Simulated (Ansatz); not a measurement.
**BN (Qingsongite): optical spectrum from first principles**

Aim: the dielectric function of BN (Qingsongite), and the optical constants that follow from it.

Main program and level: Ansatz 0.2.0; DFT, PBE, plane-wave PAW, default files, scalar-relativistic, independent-particle optical response without local fields.

### Step 1. The structure

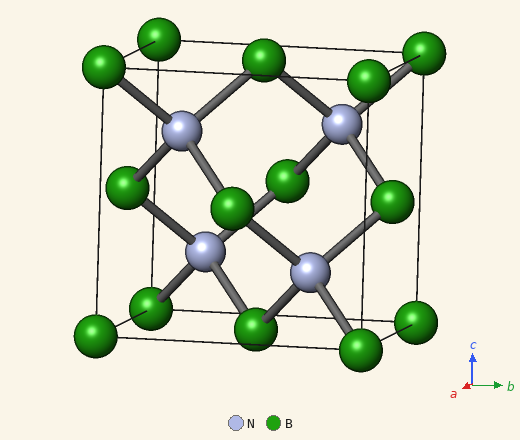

The cell as given, slightly off an axis (nitrogen light blue, boron green). This picture shows the conventional cell, with its axes. Bonds to atoms that aren't drawn are left out. Some periodic images of atoms are drawn too.

Coordinates:

```cif
data_structure
_symmetry_space_group_name_H-M 'F-43m'
_symmetry_Int_Tables_number 216
_cell_length_a 3.6150
_cell_length_b 3.6150
_cell_length_c 3.6150
_cell_angle_alpha 90.000
_cell_angle_beta 90.000
_cell_angle_gamma 90.000
_cell_volume 47.24
loop_
_atom_site_label
_atom_site_type_symbol
_atom_site_symmetry_multiplicity
_atom_site_Wyckoff_symbol
_atom_site_fract_x
_atom_site_fract_y
_atom_site_fract_z
_atom_site_occupancy
N1 N 4 c 0.25000 0.25000 0.25000 1
B1 B 4 a 0.00000 0.00000 0.00000 1
```

### Step 2. Ground state and bands

The self-consistent density comes first; it also tells whether there is a gap, which decides the occupations and the need for a Drude term.

This step: DFT, PBE, plane-wave PAW, default files, scalar-relativistic, ground state (Ansatz 0.2.0).

File input.yaml:

```yaml
crystal:
  lattice:
    - [0.0, 1.8075, 1.8075]
    - [1.8075, 0.0, 1.8075]
    - [1.8075, 1.8075, 0.0]
  atoms:
    - { symbol: "N", position: [0.75, 0.75, 0.75] }
    - { symbol: B, position: [0.0, 0.0, 0.0] }
kpoints:
  mp_grid: { grid: [11, 11, 11] }
  band_path:
    path:
      - [[0.0, 0.0, 0.0], [0.5, 0.0, 0.5], [0.5, 0.25, 0.75], [0.375, 0.375, 0.75], [0.0, 0.0, 0.0], [0.5, 0.5, 0.5], [0.625, 0.25, 0.625], [0.5, 0.25, 0.75], [0.5, 0.5, 0.5], [0.375, 0.375, 0.75]]
      - [[0.625, 0.25, 0.625], [0.5, 0.0, 0.5]]
    npoints: 6
scf:
  occupations: { method: fermi_dirac, width: 0.05 }
  n_extra_bands: 6
hamiltonian:
  xc: pbe
  pseudopotentials: { kind: paw }
output:
  forces: true
  stress: true
  populations: true
  write_bands: true
  write_density: true
  write_potential: true
  elf: true
  volumetric_format: npy
```

On the command line:

```sh
$ ansatz run input.yaml --threads 4 --pin off --max-ram 8192MiB --backend cpu --events-out ev --progress --plain --runs-dir out
```

Numbers of over 12 decimals in the logs are rounded to 6 here.

The program printed:

```text
scf.n_extra_bands = 6 over 4 filled bands (N_el = 8.0): the run solves 10 bands
Engine: ansatz 0.2.0, x86_64-unknown-linux-gnu
Pseudopotentials: kind: paw
Pseudopotential: N, paw, valence charge 5, recommended cutoff 420 eV (normal), N.paw.azcp
Pseudopotential: B, paw, valence charge 3, recommended cutoff 420 eV (normal), B.paw.azcp
Functional definition: PBE
  parameter kappa = 0.804
  parameter beta = 0.066725
  exchange = pbe_x(kappa = kappa, mu = beta*pi^2/3)
  correlation = pbe_c(beta = beta)
Crystal: 2 atoms, lattice volume = 11.810 Å³
Basis set: ecut = 420 eV, 259 PW (Γ), exchange–correlation on 36×36×36 points (8 copies of the dense FFT grid, shifted against one another)
Bands: 10, of which v1, the nominal top of the filled ones, is band 4 counted from 1 (3 counted from 0)
Symmetry: 24 space group operations
Space group: F-43m (ITA 216), of the structure as read, at distance tolerance 2.3e-5 Å
k-points: 56 of 1331 (time reversal used)
Non-local potential: N, projectors of the file, l = 0: 2, l = 1: 2, l = 2: 1
Non-local potential: B, projectors of the file, l = 0: 2, l = 1: 2, l = 2: 1
PAW form: soft (Blöchl's): semilocal exchange-correlation on the pseudo side does not see the compensation charge
PAW one-centre angular grid: N, 110 points (default); XC on 64 Gauss nodes
PAW one-centre angular grid: B, 110 points (default); XC on 64 Gauss nodes
Initial density: superposition of atomic densities (neutral atoms: chi_scale 0, normalization atom), corrected by the library's trained network
Initial wavefunctions: pseudopotential atomic-orbital guess
Functional: x = pbe(κ = 0.804, μ = 0.219515), c = pbe(β = 0.066725)
SCF iter   1: F=—  HF=-542.274743 eV  |F-HF|=—  |Δ(HF+E_count)|=         —  Δρ=1.55e-3  dr2=1.42e-4  ethr=1.77e-3  ⟨swp⟩=4.4  Hψ=3183  notcnv=0  defer=11
preconditioner: auto → none  [insulator: Δε(μ)=4.578 eV  Ē_g=23.574 eV  σ=0.050 eV  W_gap=1.00  n_scr=0 (ndim 8)  ℏωp=30.6 eV  f_vac=0.000  D(μ)=0.00/eV (n_scr^D=0)  ε∞_Penn≈2.7]
SCF iter   2: F=—  HF=-542.274853 eV  |F-HF|=—  |Δ(HF+E_count)|=   1.09e-4  Δρ=8.21e-4  dr2=2.23e-5  ethr=1.77e-6  ⟨swp⟩=2.1  Hψ=1231  notcnv=0  defer=35
SCF iter   3: F=—  HF=-542.274900 eV  |F-HF|=—  |Δ(HF+E_count)|=   4.75e-5  Δρ=3.57e-4  dr2=5.45e-6  ethr=2.79e-7  ⟨swp⟩=2.0  Hψ=675  notcnv=0  defer=35
iter 4 did not close the SCF: its close was put off for the readings that it lacked (scf_convergence_deferred on its scf_iter line)
SCF iter   4: F=-542.274914 eV  HF=-542.274914 eV  |F-HF|=1.69e-8  |Δ(HF+E_count)|=   1.41e-5  Δρ=2.38e-5  dr2=1.99e-8  ethr=6.82e-8  ⟨swp⟩=2.3  Hψ=683  notcnv=0  defer=35
iter 5 did not close the SCF: its close was put off for the readings that it lacked (scf_convergence_deferred on its scf_iter line)
SCF iter   5: F=-542.274914 eV  HF=-542.274914 eV  |F-HF|=4.85e-9  |Δ(HF+E_count)|=   1.74e-8  Δρ=9.08e-6  dr2=2.47e-9  ethr=2.48e-10  ⟨swp⟩=1.7  Hψ=539  notcnv=0  defer=35
SCF iter   6: F=-542.274914 eV  HF=-542.274914 eV  |F-HF|=7.96e-12  |Δ(HF+E_count)|=   5.43e-9  Δρ=8.61e-7  dr2=2.98e-11  ethr=3.09e-11  ⟨swp⟩=7.5  Hψ=2914  notcnv=0
SCF 1 converged in 6 iterations: F = -542.274914 eV  dr2 = 2.98e-11
  greatest PAW one-centre occupation: 0.787 electrons in one spin orbital (limit 2), on the N atom at site 0 (counted from 0), in its partial waves of l = 0
NSCF: frozen V_eff on 62 k-points
SCF converged after 6 iterations
Free energy (F): -542.274914 eV
Harris-Foulkes:  -542.274914 eV  (|F-HF|=7.96e-12)
Internal energy: -542.274914 eV  (E = F + TS)
E sigma→0 (E₀):  -542.274914 eV
Fermi energy:    13.452978 eV
--- Per-component energies (eV) ---
  E_band       = 26.442958
  E_kinetic    = 185.618469
  E_local      = -175.300732  (includes V_loc(G=0)·N_el)
  E_nonlocal   = 56.583203
  E_hartree    = 49.108443
  E_xc         = -93.447722
  E_vxc        = -116.231851  (∫ρ·V_xc dr)
  E_paw        = -206.452029  (= ΣΔE_a)
  E_vpaw       = -22.443113  (= ΣTr[D̂ρ^β])
  E_aug_tail   = 0.000103  (compensation charges beyond the density's cutoff)
  E_ewald      = -358.384650
  E_smearing   = -0.000000  (= −TS)
  E_closure    = 0.000000  (closes the sum)
  Σ components = -542.274914   (vs F -542.274914, Δ=0.00e0)
--- Forces (eV/Å), atoms counted from 1 ---
  atom   1  N      0.00000000     0.00000000     0.00000000
  atom   2  B     -0.00000000     0.00000000    -0.00000000
  max |Σ_I F_I| component: 6.11e-16 eV/Å
--- Stress (GPa, compression-positive) ---
        3.028443      -0.000000      -0.000000
       -0.000000       3.028443       0.000000
       -0.000000       0.000000       3.028443
  P = ⅓ Tr σ = 3.0284 GPa (30.284 kbar)
--- Band table (eV; the first three rows and the last of 56) ---
  k-point 0: bands = ["-9.0521", "11.1795", "11.1795", "11.1795", "20.0104", "20.0104", "20.0104", "21.5014", "35.8698", "38.9268"]
  k-point 1: bands = ["-8.8509", "10.1119", "10.9675", "10.9675", "20.2434", "20.3323", "20.3323", "22.1711", "35.6346", "36.5338"]
  k-point 2: bands = ["-8.2566", "7.7317", "10.4679", "10.4679", "20.5785", "21.0441", "21.0441", "23.6643", "35.0024", "35.0024"]
  k-point 55: bands = ["-3.2403", "3.4188", "3.8752", "5.4531", "20.4733", "24.2635", "25.6571", "26.5756", "30.1904", "36.7997"]
--- Löwdin populations: 2 sites ---
  site symbol       q [e]
     0      N      5.2814
     1      B      2.6903
  spilling = 0.003537 (of n_electrons = 8.000000)
```

Wall time 0.21 s (4 threads of AMD EPYC 9R45, shared host); peak memory 0.33 GiB; 0.56 s of CPU time.

Reading the cycles: dr2 is the Hartree energy of the density residual (eV), the measure of convergence; HF is the Harris–Foulkes estimate of the energy, which meets the free energy F at convergence.

This step gave:

* free energy: -542.2749 eV
* Fermi energy: 13.45 eV
* gap by band count: 4.575 eV
* electrons: 8
* symmetry operations: 24
* pressure: 3.028 GPa
* gap on the k-mesh: 4.575 eV
* volume: 11.81 Å³
* gap on the path: 4.472 eV
* least direct gap on the path: 8.831 eV

There is a gap, 4.47 eV on the path, so no carriers' term is needed. The cell is left with a pressure of 3.0 GPa, as it stands unrelaxed at this level.

Electronic bands along the path, in eV, zero at the Fermi level; v1 is the highest filled band, c1 the lowest empty one:

```tsv
point	v3	v2	v1	c1	c2	c3	c4
Γ	-2.27	-2.27	-2.27	6.56	6.56	6.56	8.05
X	-11.19	-7.18	-7.18	2.20	6.97	15.64	15.64
W	-9.86	-9.24	-8.78	7.33	11.02	12.24	12.38
K	-10.40	-9.93	-6.35	4.65	10.61	13.55	14.39
Γ	-2.27	-2.27	-2.27	6.56	6.56	6.56	8.05
L	-12.96	-4.21	-4.21	7.86	8.45	8.45	12.98
U	-10.40	-9.93	-6.35	4.65	10.61	13.55	14.39
W	-9.86	-9.24	-8.78	7.33	11.02	12.24	12.38
L	-12.96	-4.21	-4.21	7.86	8.45	8.45	12.98
K	-10.40	-9.93	-6.35	4.65	10.61	13.55	14.39
jump to U	-10.40	-9.93	-6.35	4.65	10.61	13.55	14.39
X	-11.19	-7.18	-7.18	2.20	6.97	15.64	15.64
```

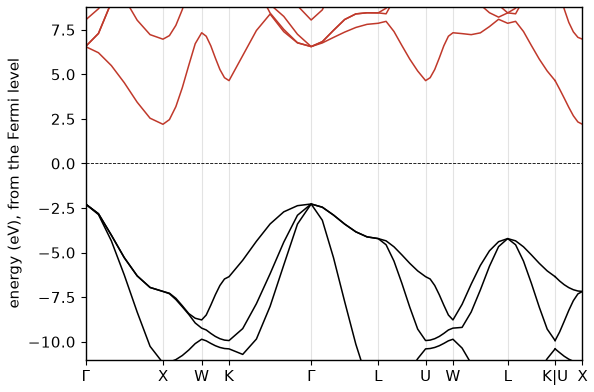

Electronic bands along the path; lines of filled and empty bands in two colours.

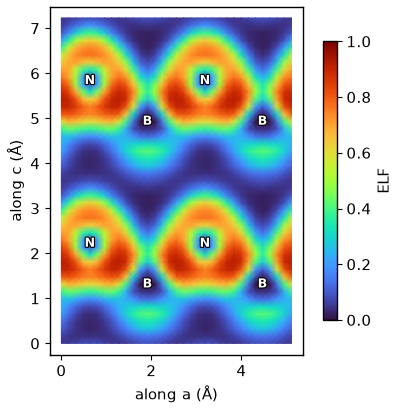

ELF in the ac plane of a cell with a along [110], b along [-110] and c along [001] of the cube at fractional y = 0.000, with atoms of N and B within 0.2 Å of it. It is the smooth field of the valence electrons, not physical close to the nuclei. The map starts off the cell's origin, so that atoms lie inside it.

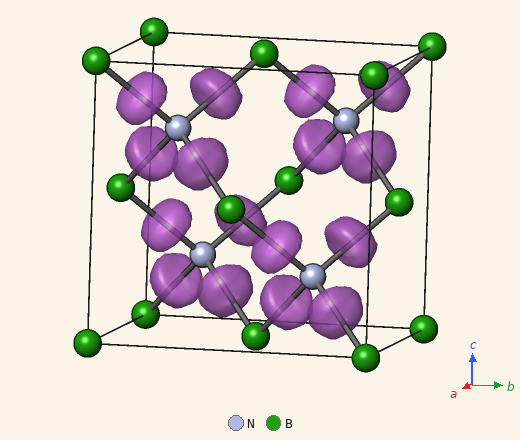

Surface of ELF = 0.83. Bonds to atoms that aren't drawn are left out.

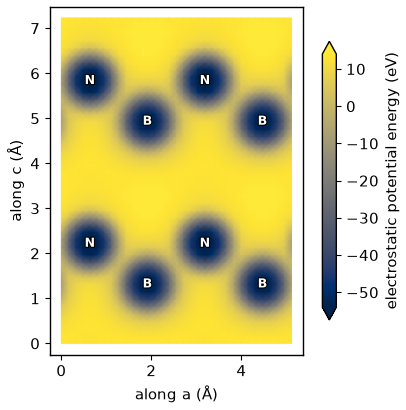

Electrostatic potential energy in the ac plane of a cell with a along [110], b along [-110] and c along [001] of the cube at fractional y = 0.000, with atoms of N and B within 0.2 Å of it. With pseudopotentials it is smooth inside the atoms' cores, unlike the true potential. The map starts off the cell's origin, so that atoms lie inside it.

### Step 3. Spectrum

The spectrum is a sum over vertical transitions between filled and empty bands at the fixed density, so many empty bands are needed.

This step: DFT, PBE, plane-wave PAW, default files, scalar-relativistic, independent-particle optical response without local fields (Ansatz 0.2.0).

input.yaml, the sections that differ from step 2:

```yaml
kpoints:
  mp_grid: { grid: [11, 11, 11] }
scf:
  occupations: { method: fixed }
output:
  optics:
    e_range: [0, 22]
    de: 0.05
    sigma: 0.2
    nscf_kmesh: { grid: [16, 16, 16] }
    bands: { spectra_wanted_up_to: 22 }
# crystal, hamiltonian: as in step 2
```

The program printed:

```text
[...]
Crystal: 2 atoms, lattice volume = 11.810 Å³
Basis set: ecut = 420 eV, 259 PW (Γ)
Bands: 8, of which v1, the nominal top of the filled ones, is band 4 counted from 1 (3 counted from 0)
Symmetry: 24 space group operations
[...]
k-points: 56 of 1331 (time reversal used)
[...]
SCF iter   1: F=—  HF=-542.274718 eV  |F-HF|=—  |Δ(HF+E_count)|=         —  Δρ=1.55e-3  dr2=1.42e-4  ethr=1.77e-3  ⟨swp⟩=3.8  Hψ=2553  notcnv=0  defer=89
[...]
SCF iter   7: F=-542.274911 eV  HF=-542.274911 eV  |F-HF|=4.55e-13  |Δ(HF+E_count)|=  9.09e-13  Δρ=2.17e-7  dr2=1.98e-12  ethr=1.00e-12  ⟨swp⟩=2.9  Hψ=1493  notcnv=0
SCF 1 converged in 7 iterations: F = -542.274911 eV  dr2 = 1.98e-12
[...]
NSCF: frozen V_eff on 145 k-points
output.optics: what the bands over the 13 summed would add to eps1, eps2 and the energy-loss function is held between a lower and an upper bound (5 Lanczos steps). eps1, eps2 and their loss function (loss_summed_bands) are given on every row as the summed bands alone make them. Along an axis, on a row where the two bounds hold the loss function to about 1 % of the greater of itself and 0.5 % of |1/eps|, its cell (loss_completed) is given, with the completed eps1 and eps2 that it is formed of (a cell that is left empty reads nan in the table and null in the record). The two bounds hold it so along every axis on all 441 rows up to 22.000 eV. [rest of the remark cut]
SCF converged after 7 iterations
Free energy (F): -542.274911 eV
[...]
Internal energy: -542.274911 eV  (E = F + TS)
E sigma→0 (E₀):  -542.274911 eV
Fermi energy:    11.179540 eV
[...]
--- Band table (eV; the first three rows and the last of 56) ---
[...]
```

Wall time 1.1 s (4 threads); peak memory 0.48 GiB; 3.5 s of CPU time.

This step gave:

* electronic dielectric constant ε∞, mean over x, y and z (by symmetry where fewer were run): 4.707
* absorption onset, first axis (α over 10⁴ cm⁻¹, or the direct gap if that lies higher): 8.831 eV
* main peak of Im epsilon, first axis: 12.03 eV
* least direct gap on the mesh: 8.831 eV
* bands summed: 13
* spectra valid up to: 27.72 eV
* program's estimate of the k-sum error in Im epsilon: 0.12 %
* electrons in the f-sum: 6.583

The Im ε, any direction has structure finer than the step of the table below, so its rows give means over 2 eV, whole bins alone (the curve runs from 0 to 22 eV). Peaks (eV: height): 12.1: 17.7.

Table of Im ε, any direction by photon energy; means over each step:

```tsv
photon energy (eV)	Im ε, any direction
6	0
8	0.141
10	6.74
12	13.3
14	6.55
16	4.00
18	2.00
20	1.12
```

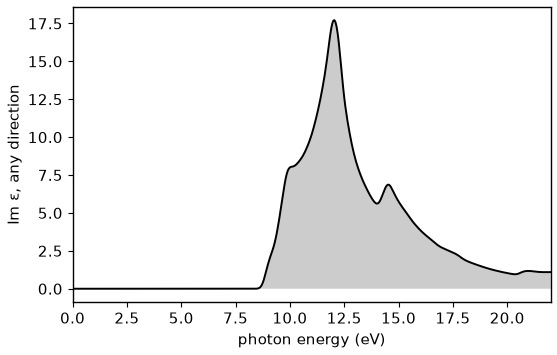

Im ε, any direction, plotted against photon energy.

Re ε, any direction against photon energy:

```tsv
photon energy (eV)	Re ε, any direction
0	4.71
1	4.73
2	4.81
3	4.94
4	5.14
5	5.44
6	5.90
7	6.61
8	7.93
9	11.5
10	10.7
11	9.40
12	3.03
13	-3.66
14	-1.73
15	-2.94
16	-2.97
17	-2.50
18	-2.16
19	-1.62
20	-1.09
21	-0.655
22	-0.505
```

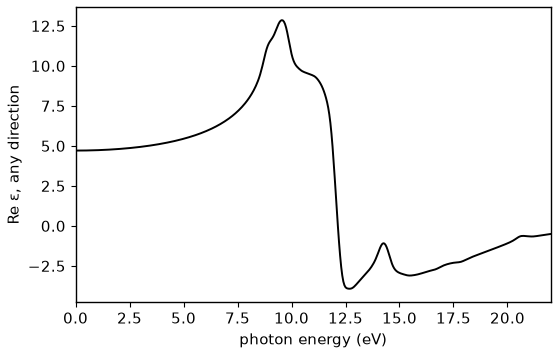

Re ε, any direction, plotted against photon energy.

Table of loss function −Im 1/ε at q → 0, any direction by energy loss; read off at these points:

```tsv
energy loss (eV)	loss function −Im 1/ε at q → 0, any direction
8	0
10	0.0446
12	0.0549
14	0.163
16	0.162
18	0.230
20	0.458
22	0.751
```

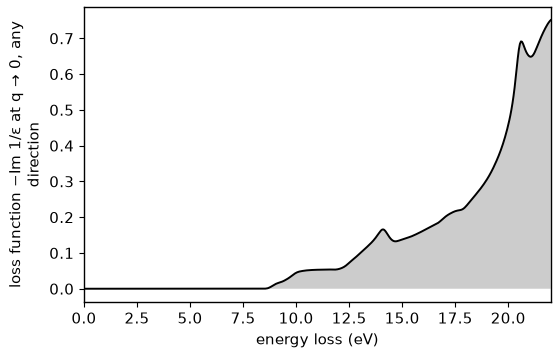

Loss function −Im 1/ε at q → 0, any direction against energy loss.

Values under 1 per cm are given as 1. Table of absorption coefficient, any direction by photon energy:

```tsv
photon energy (eV)	absorption coefficient, any direction (1/cm)
0.00	1
2.00	1
4.00	1
6.00	1
8.00	1
10.00	1.2e6
12.00	3.3e6
14.00	2.8e6
16.00	3.2e6
18.00	2.9e6
20.00	2.3e6
22.00	2.1e6
```

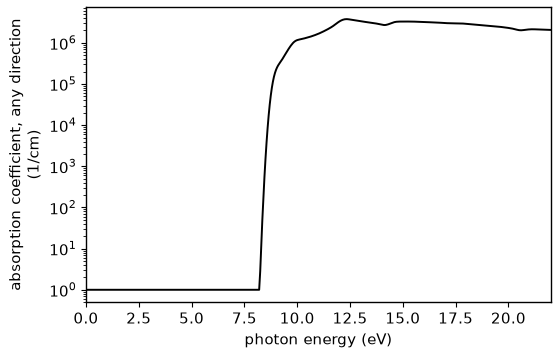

Absorption coefficient, any direction against photon energy.

(Part 1 of 2 ends here.)

[Logs are printed without paths, hosts, clocks, repeated set-up lines and the standing remarks that a program may print on its own settings, such as how far it seeks lower states.]

[Hosts, paths, dates, database ids (printed as entryN), source tags and the programs' standing remarks are cut or masked in the printed files.]
